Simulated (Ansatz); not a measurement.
# Ge: geometry relaxation (part 1 of 2)

System: Ge (slab, 16 atoms in the cell).
Method: DFT PBE+D3(BJ), scalar-relativistic, plane waves, PAW, no spin polarisation (Ansatz 0.2.0).

The structure derives from an entry of the Crystallography Open Database. The input holds or restrains some coordinates. Forces given for the steps count only the free coordinates. It belongs to a series of runs on one base structure; here: clean slab, lower planes held. Figures and captions count atoms from 1; the log counts them from 0 in places.

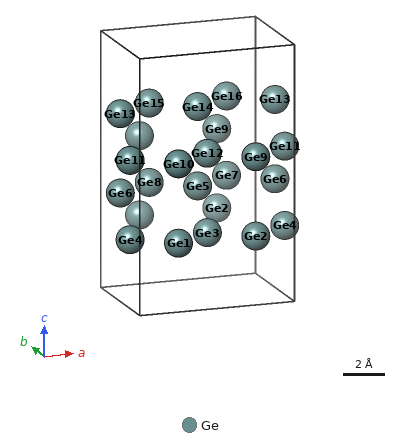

The input geometry (spheres-only view of the cell of the calculation, with the vacuum cut short, seen slightly off an axis; atoms are numbered from 1 in the order of the input). An atom can appear more than once, as a periodic image.

## Key numbers

| quantity | value |
| --- | --- |
| outcome | converged under the restraints of the input |
| electrons treated | 224 |
| free energy | −68716.6736 eV |
| work function, top face | 4.58 eV |
| work function, bottom face | 4.57 eV |
| Fermi energy | 0.000 eV |
| gap on the k-point mesh | none (metallic) |
| final volume | 1012.71 Å³ |
| work function (upper face) | 4.58 eV |
| largest force (length of the vector) at the end, held atoms and coordinates included | 0.118 eV/Å |
| hardware | 4 threads of AMD EPYC (Zen 5), 32 GiB of memory available, shared host |
| wall time | 21 s (CPU time 84 s) |
| peak memory | 2.8 GiB |

## Input
```yaml
crystal:
  lattice:
    - [8.0601468051, 0.0, 0.0]
    - [0.0, 5.6993844632, 0.0]
    - [0.0, 0.0, 22.0451101038]
  atoms:
    - { symbol: Ge, position: [0.25, 0.0, 0.3628922678] }
    - { symbol: Ge, position: [0.75, 0.0, 0.3628922678] }
    - { symbol: Ge, position: [0.5, 0.25, 0.3628922678] }
    - { symbol: Ge, position: [0.0, 0.25, 0.3628922678] }
    - { symbol: Ge, position: [0.5, 0.5, 0.4542974226] }
    - { symbol: Ge, position: [0.0, 0.5, 0.4542974226] }
    - { symbol: Ge, position: [0.75, 0.75, 0.4542974226] }
    - { symbol: Ge, position: [0.25, 0.75, 0.4542974226] }
    - { symbol: Ge, position: [0.75, 0.0, 0.5457025774] }
    - { symbol: Ge, position: [0.25, 0.0, 0.5457025774] }
    - { symbol: Ge, position: [0.0, 0.25, 0.5457025774] }
    - { symbol: Ge, position: [0.5, 0.25, 0.5457025774] }
    - { symbol: Ge, position: [0.0, 0.5, 0.6371077322] }
    - { symbol: Ge, position: [0.5, 0.5, 0.6371077322] }
    - { symbol: Ge, position: [0.25, 0.75, 0.6371077322] }
    - { symbol: Ge, position: [0.75, 0.75, 0.6371077322] }
basis:
  ecutwfc: 420
kpoints:
  mp_grid: { grid: [3, 4, 1] }
hamiltonian:
  xc: pbe
  dispersion: d3bj
scf:
  occupations: { method: gaussian, width: 0.1 }
output:
  forces: true
  eigenvalues: true
  write_density: true
  write_potential: true
  elf: true
  volumetric_format: npy
relax:
  adjacent_minimum: "off"
  f_tol: 0.03
  max_steps: 70
  constraints: [{ sites: [0, 1, 2, 3, 4, 5, 6, 7] }]
efield:
  axis: 3
  dipole_correction: true
  ramp_width: 0.04
```

Launch command:
```bash
ansatz run input.yaml --threads 4 --pin off --max-ram 10240MiB --backend cpu --events-out ev --progress --plain --runs-dir out
```

## Output
```
Engine: ansatz 0.2.0, x86_64-unknown-linux-gnu
Pseudopotentials: kind: paw
Pseudopotential: Ge, paw, valence charge 14, recommended cutoff 420 eV (normal), Ge.paw.azcp
Functional definition: PBE
  parameter kappa = 0.804
  parameter beta = 0.06672455060314922
  exchange = pbe_x(kappa = kappa, mu = beta*pi^2/3)
  correlation = pbe_c(beta = beta)
Crystal: 16 atoms, lattice volume = 1012.706 Å³
Basis set: ecut = 420 eV, 19873 PW (Γ), exchange–correlation on 108×80×300 points (8 copies of the dense FFT grid, shifted against one another)
Bands: 135, of which v1, the nominal top of the filled ones, is band 112 counted from 1 (111 counted from 0)
Symmetry: 8 space group operations
k-points: 6 of 12
Non-local potential: Ge, projectors of the file, l = 0: 2, l = 1: 2, l = 2: 3, l = 3: 1
PAW form: soft (Blöchl's): semilocal exchange-correlation on the pseudo side does not see the compensation charge
PAW one-centre angular grid: Ge, 590 points (default); XC on 64 Gauss nodes
Initial density: superposition of atomic densities (neutral atoms: chi_scale 0, normalization atom), corrected by the library's trained network
Initial wavefunctions: pseudopotential atomic-orbital guess
Functional: x = pbe(κ = 0.804, μ = 0.2195149727645171), c = pbe(β = 0.06672455060314922)
SCF iter   1: F=—  HF=-68716.655985 eV  |F-HF|=—  |Δ(HF+E_count)|=         —  Δρ=2.03e-3  dr2=8.04e-2  ethr=1.77e-3  p=0.000 e·Å  D=1.37e-13 V/Å  ΔV_dip=-0.00 eV  dr2_dipole=2.53e-7  V_vac-E_F(+/−)=4.60/4.60 eV  ⟨swp⟩=5.7  Hψ=2881  notcnv=0  defer=24
efield: sawtooth ramp at fractional position 0.9800 (placed from the atoms, in the widest stretch of the axis that holds none; the zero of the levels goes with the place), width 0.0400; the density the first Hamiltonian is built on has a dipole p = 0.000 e·Å; the dipole correction subtracts the counter field D = 1.37e-13 V/Å, which shifts the + side's vacuum level by -0.00 eV against the − side's; the planar-averaged density in the ramp window peaks in size at 1.7e-5 e/Å³
preconditioner: auto → LDOS  [metal: Δε(μ)=0.089 eV  Ē_g=21.865 eV  σ=0.100 eV  W_gap=0.44  n_scr=160 (ndim 8)  ℏωp=17.5 eV  f_vac=0.585  D(μ)=7.74/eV (n_scr^D=28)  β→1.0]
SCF iter   2: F=—  HF=-68716.643717 eV  |F-HF|=—  |Δ(HF+E_count)|=   1.23e-2  Δρ=1.10e-3  dr2=2.52e-2  ethr=3.59e-5  p=0.000 e·Å  D=9.54e-6 V/Å  ΔV_dip=-0.00 eV  dr2_dipole=1.04e-6  V_vac-E_F(+/−)=4.57/4.57 eV  ⟨swp⟩=2.3  Hψ=1654  notcnv=0  defer=71
SCF iter   3: F=—  HF=-68716.638999 eV  |F-HF|=—  |Δ(HF+E_count)|=   4.72e-3  Δρ=3.77e-4  dr2=3.40e-3  ethr=1.13e-5  p=-0.000 e·Å  D=-2.11e-7 V/Å  ΔV_dip=0.00 eV  dr2_dipole=6.36e-9  V_vac-E_F(+/−)=4.59/4.58 eV  ⟨swp⟩=2.0  Hψ=1401  notcnv=0  defer=71
SCF iter   4: F=—  HF=-68716.638714 eV  |F-HF|=—  |Δ(HF+E_count)|=   2.85e-4  Δρ=1.03e-4  dr2=2.24e-4  ethr=1.52e-6  p=-0.000 e·Å  D=-8.61e-7 V/Å  ΔV_dip=0.00 eV  dr2_dipole=2.58e-8  V_vac-E_F(+/−)=4.58/4.58 eV  ⟨swp⟩=3.0  Hψ=1576  notcnv=0  defer=71
SCF iter   5: F=—  HF=-68716.638804 eV  |F-HF|=—  |Δ(HF+E_count)|=   9.03e-5  Δρ=4.26e-5  dr2=2.33e-5  ethr=1.00e-7  p=0.000 e·Å  D=7.54e-7 V/Å  ΔV_dip=-0.00 eV  dr2_dipole=1.43e-8  V_vac-E_F(+/−)=4.58/4.58 eV  ⟨swp⟩=2.0  Hψ=1170  notcnv=0  defer=71
SCF iter   6: F=-68716.638802 eV  HF=-68716.638802 eV  |F-HF|=2.85e-7  |Δ(HF+E_count)|=   2.77e-6  Δρ=1.13e-5  dr2=2.62e-6  ethr=1.00e-8  p=-0.000 e·Å  D=-4.95e-8 V/Å  ΔV_dip=0.00 eV  dr2_dipole=4.51e-11  V_vac-E_F(+/−)=4.58/4.58 eV  ⟨swp⟩=19.3  Hψ=7830  notcnv=0
SCF 1 converged in 6 iterations: F = -68716.638802 eV  dr2 = 2.62e-6
  greatest PAW one-centre occupation: 0.998 electrons in one spin orbital (limit 2), on the Ge atom at site 15 (counted from 0), in its partial waves of l = 2
relax step   1: F+E_penalty+E_count = -68716.63880180 eV  Δ(F+E_penalty+E_count) = +0.000e0 eV  max|allowed force component| = 2.198e-1 eV/Å  Δτ_max = 0.0000 Å  (6 SCF iters, dr2 threshold 2.25e-5 eV, accepted)
Initial density: handed on by an earlier stage of this run
Initial wavefunctions: those handed on with the density
iter 1 solved again at ethr=1.86e-5 eV; its pass at ethr=3.10e-3 eV (dr2=4.17e-2 eV) is discarded
SCF iter   1: F=—  HF=-68716.673974 eV  |F-HF|=—  |Δ(HF+E_count)|=         —  Δρ=1.80e-3  dr2=5.57e-2  ethr=1.86e-5  p=0.000 e·Å  D=2.78e-6 V/Å  ΔV_dip=-0.00 eV  dr2_dipole=1.84e-2  V_vac-E_F(+/−)=4.58/4.58 eV  ⟨swp⟩=2.0  Hψ=2375  notcnv=0  defer=77
efield: sawtooth ramp at fractional position 0.9800 (handed on by an earlier solve), width 0.0400; the density the first Hamiltonian is built on has a dipole p = 0.000 e·Å; the dipole correction subtracts the counter field D = 2.78e-6 V/Å, which shifts the + side's vacuum level by -0.00 eV against the − side's; the planar-averaged density in the ramp window peaks in size at 1.1e-5 e/Å³
eigensolver tolerance schedule calibrated: the retry pair's looser diagonalisation under-reported the residual by θ = 0.25 (0.11/decade); ethr = c·dr2/N_el runs at the constant in force after the calibration composes with the one it found (an armed cap, an earlier calibration), c = 7.8e-2
preconditioner: auto → LDOS  [insulator: Δε(μ)=0.110 eV  Ē_g=21.838 eV  σ=0.100 eV  W_gap=0.52  n_scr=160 (ndim 8)  ℏωp=17.5 eV  f_vac=0.580  D(μ)=6.95/eV (n_scr^D=18)  ε∞_Penn≈1.6  β→1.0]
SCF iter   2: F=—  HF=-68716.674153 eV  |F-HF|=—  |Δ(HF+E_count)|=   1.80e-4  Δρ=7.15e-4  dr2=4.48e-2  ethr=1.86e-5  p=-0.011 e·Å  D=-1.96e-3 V/Å  ΔV_dip=0.04 eV  dr2_dipole=2.08e-2  V_vac-E_F(+/−)=4.60/4.56 eV  ⟨swp⟩=2.7  Hψ=1145  notcnv=0  defer=77
SCF iter   3: F=—  HF=-68716.671499 eV  |F-HF|=—  |Δ(HF+E_count)|=   2.65e-3  Δρ=1.53e-4  dr2=1.36e-3  ethr=1.57e-5  p=-0.001 e·Å  D=-2.23e-4 V/Å  ΔV_dip=0.00 eV  dr2_dipole=5.74e-4  V_vac-E_F(+/−)=4.58/4.57 eV  ⟨swp⟩=2.0  Hψ=863  notcnv=0  defer=77
SCF iter   4: F=—  HF=-68716.671770 eV  |F-HF|=—  |Δ(HF+E_count)|=   2.71e-4  Δρ=3.81e-5  dr2=7.13e-5  ethr=4.76e-7  p=-0.002 e·Å  D=-2.99e-4 V/Å  ΔV_dip=0.01 eV  dr2_dipole=2.52e-5  V_vac-E_F(+/−)=4.58/4.57 eV  ⟨swp⟩=2.0  Hψ=888  notcnv=0  defer=77
SCF iter   5: F=-68716.671764 eV  HF=-68716.671767 eV  |F-HF|=2.87e-6  |Δ(HF+E_count)|=   3.21e-6  Δρ=1.54e-5  dr2=2.49e-6  ethr=1.06e-9  p=-0.002 e·Å  D=-3.18e-4 V/Å  ΔV_dip=0.01 eV  dr2_dipole=8.79e-8  V_vac-E_F(+/−)=4.58/4.57 eV  ⟨swp⟩=18.0  Hψ=7265  notcnv=0
SCF 2 converged in 5 iterations: F = -68716.671764 eV  dr2 = 2.49e-6
  greatest PAW one-centre occupation: 0.998 electrons in one spin orbital (limit 2), on the Ge atom at site 13 (counted from 0), in its partial waves of l = 2
relax step   2: F+E_penalty+E_count = -68716.67176436 eV  Δ(F+E_penalty+E_count) = -3.296e-2 eV  max|allowed force component| = 5.632e-2 eV/Å  Δτ_max = 0.0674 Å  (5 SCF iters, dr2 threshold 3.02e-6 eV, accepted)
SCF iter   1: F=—  HF=-68716.673530 eV  |F-HF|=—  |Δ(HF+E_count)|=         —  Δρ=5.13e-4  dr2=4.17e-3  ethr=1.97e-5  p=-0.002 e·Å  D=-3.16e-4 V/Å  ΔV_dip=0.01 eV  dr2_dipole=1.33e-3  V_vac-E_F(+/−)=4.58/4.57 eV  ⟨swp⟩=2.0  Hψ=1236  notcnv=0  defer=78
efield: sawtooth ramp at fractional position 0.9800 (handed on by an earlier solve), width 0.0400; the density the first Hamiltonian is built on has a dipole p = -0.002 e·Å; the dipole correction subtracts the counter field D = -3.16e-4 V/Å, which shifts the + side's vacuum level by +0.01 eV against the − side's; the planar-averaged density in the ramp window peaks in size at 1.5e-5 e/Å³
preconditioner: auto → LDOS  [insulator: Δε(μ)=0.126 eV  Ē_g=21.831 eV  σ=0.100 eV  W_gap=0.57  n_scr=160 (ndim 8)  ℏωp=17.5 eV  f_vac=0.580  D(μ)=6.61/eV (n_scr^D=16)  ε∞_Penn≈1.6  β→1.0]
SCF iter   2: F=—  HF=-68716.673554 eV  |F-HF|=—  |Δ(HF+E_count)|=   2.34e-5  Δρ=1.90e-4  dr2=2.99e-3  ethr=1.86e-6  p=-0.005 e·Å  D=-8.35e-4 V/Å  ΔV_dip=0.02 eV  dr2_dipole=1.34e-3  V_vac-E_F(+/−)=4.59/4.57 eV  ⟨swp⟩=2.3  Hψ=1265  notcnv=0  defer=78
SCF iter   3: F=—  HF=-68716.673370 eV  |F-HF|=—  |Δ(HF+E_count)|=   1.84e-4  Δρ=4.59e-5  dr2=1.48e-4  ethr=1.33e-6  p=-0.002 e·Å  D=-3.72e-4 V/Å  ΔV_dip=0.01 eV  dr2_dipole=6.32e-5  V_vac-E_F(+/−)=4.58/4.57 eV  ⟨swp⟩=2.0  Hψ=862  notcnv=0  defer=78
SCF iter   4: F=—  HF=-68716.673368 eV  |F-HF|=—  |Δ(HF+E_count)|=   2.12e-6  Δρ=1.23e-5  dr2=6.41e-6  ethr=6.59e-8  p=-0.002 e·Å  D=-3.95e-4 V/Å  ΔV_dip=0.01 eV  dr2_dipole=2.08e-6  V_vac-E_F(+/−)=4.58/4.57 eV  ⟨swp⟩=1.7  Hψ=746  notcnv=0  defer=78
SCF iter   5: F=—  HF=-68716.673587 eV  |F-HF|=—  |Δ(HF+E_count)|=   2.19e-4  Δρ=3.49e-6  dr2=1.21e-7  ethr=2.86e-9  p=-0.002 e·Å  D=-4.02e-4 V/Å  ΔV_dip=0.01 eV  dr2_dipole=2.23e-9  V_vac-E_F(+/−)=4.58/4.57 eV  ⟨swp⟩=2.0  Hψ=1166  notcnv=0  defer=78
SCF iter   6: F=-68716.673587 eV  HF=-68716.673587 eV  |F-HF|=5.11e-8  |Δ(HF+E_count)|=   1.78e-7  Δρ=1.10e-6  dr2=7.04e-8  ethr=4.46e-11  p=-0.002 e·Å  D=-3.98e-4 V/Å  ΔV_dip=0.01 eV  dr2_dipole=2.71e-8  V_vac-E_F(+/−)=4.58/4.57 eV  ⟨swp⟩=16.7  Hψ=6059  notcnv=0
SCF 3 converged in 6 iterations: F = -68716.673587 eV  dr2 = 7.04e-8
relax step   3: F+E_penalty+E_count = -68716.67358722 eV  Δ(F+E_penalty+E_count) = -1.823e-3 eV  max|allowed force component| = 2.565e-3 eV/Å  Δτ_max = 0.0177 Å  (6 SCF iters, accepted)
```

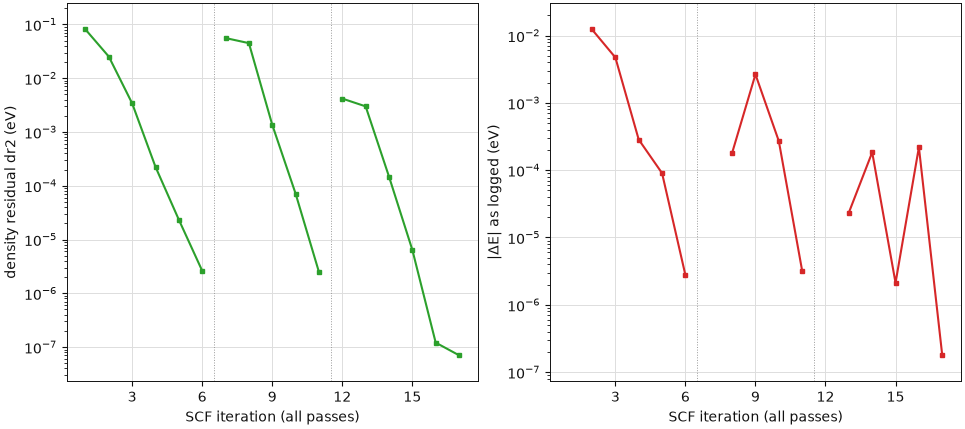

Convergence of the self-consistent field: density residual dr2 and size of the energy change against the SCF iteration. The dotted lines part the SCF passes of the relaxation: geometry steps, rejected trials and re-solves on a re-selected basis. The passes take 6, 5 and 6 iterations.

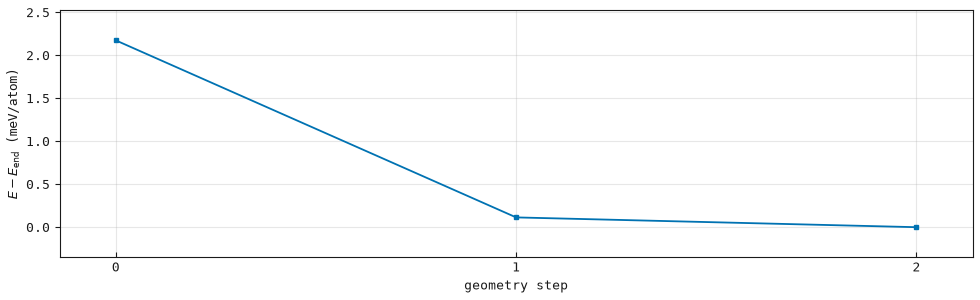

Progress of the restrained relaxation, step by step (the first geometry is step 0 here and step 1 in the log).

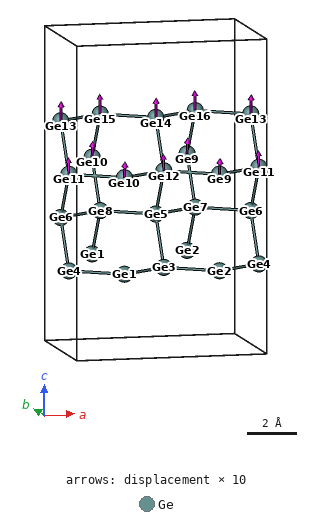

The starting structure with the displacements as pink arrows, magnified 10 times (ball-and-stick view of the cell of the calculation, with the vacuum cut short, seen slightly off an axis). The largest moves, 0.085 Å, are those of Ge13, Ge14, Ge15 and Ge16. The cell doesn't change. Distances before and after: Ge5–Ge12 2.468 → 2.519 Å, Ge10–Ge11 2.468 → 2.482 Å. The energy falls by 2.2 meV per atom in 2 geometry steps. Largest force component: 0.22 eV/Å at the start, 0.0026 eV/Å at the end. (Atoms are counted from 1 in the order of the input.)

```
SCF converged after 6 iterations
Free energy (F): -68716.673587 eV
Harris-Foulkes:  -68716.673587 eV  (|F-HF|=5.11e-8)
Internal energy: -68716.640405 eV  (E = F + TS)
E sigma→0 (E₀):  -68716.656996 eV
Entropy (-TS):   -0.033183 eV (-2.074 meV/atom)
Fermi energy:    -0.000248 eV
Dipole field:    D = -0.000496 V/Å  (p = -0.002778 e·Å, saw-weighted, corrected)
Work function:   Φ+ = 4.5808 eV   Φ− = 4.5699 eV
Levels:          The Fermi level and band energies are counted from a zero that moves with the ramp; work functions are not
--- Per-component energies (eV) ---
  E_band       = -4211.298146
  E_kinetic    = 1765.682487
  E_local      = -187649.328336  (includes V_loc(G=0)·N_el)
  E_nonlocal   = 6673.754901
  E_hartree    = 90490.697840
  E_xc         = -1200.071594
  E_vxc        = -1020.112921  (∫ρ·V_xc dr)
  E_paw        = -32293.589044  (= ΣΔE_a)
  E_vpaw       = -4962.699940  (= ΣTr[D̂ρ^β])
  E_aug_tail   = 0.004828  (compensation charges beyond the density's cutoff)
  E_efield     = 0.000001  (sawtooth field / dipole correction)
  E_vefield    = 0.004313  (∫n·V_field dr)
  E_ewald      = 53499.831402
  E_disp       = -3.622889  (pairwise vdW)
  E_smearing   = -0.033183  (= −TS)
  E_closure    = -0.000000  (closes the sum)
  Σ components = -68716.673587   (vs F -68716.673587, Δ=0.00e0)
--- Forces (eV/Å), atoms counted from 1 ---
  atom   1  Ge    -0.00000000    -0.05227686    -0.00163220
  atom   2  Ge    -0.00000000    -0.05227686    -0.00163220
  atom   3  Ge    -0.00000000     0.05227686    -0.00163220
  atom   4  Ge    -0.00000000     0.05227686    -0.00163220
  atom   5  Ge     0.00000000    -0.11766216     0.00209667
  atom   6  Ge     0.00000000    -0.11766216     0.00209667
  atom   7  Ge    -0.00000000     0.11766216     0.00209667
  atom   8  Ge    -0.00000000     0.11766216     0.00209667
  atom   9  Ge     0.00000000     0.00061735     0.00152137
  atom  10  Ge     0.00000000     0.00061735     0.00152137
  atom  11  Ge    -0.00000000    -0.00061735     0.00152137
  atom  12  Ge    -0.00000000    -0.00061735     0.00152137
  atom  13  Ge     0.00000000    -0.00256456    -0.00198172
  atom  14  Ge     0.00000000    -0.00256456    -0.00198172
  atom  15  Ge     0.00000000     0.00256456    -0.00198172
  atom  16  Ge     0.00000000     0.00256456    -0.00198172
  max |Σ_I F_I| component: 1.65e-5 eV/Å
--- Band table (eV; the first three rows and the last of 6) ---
```
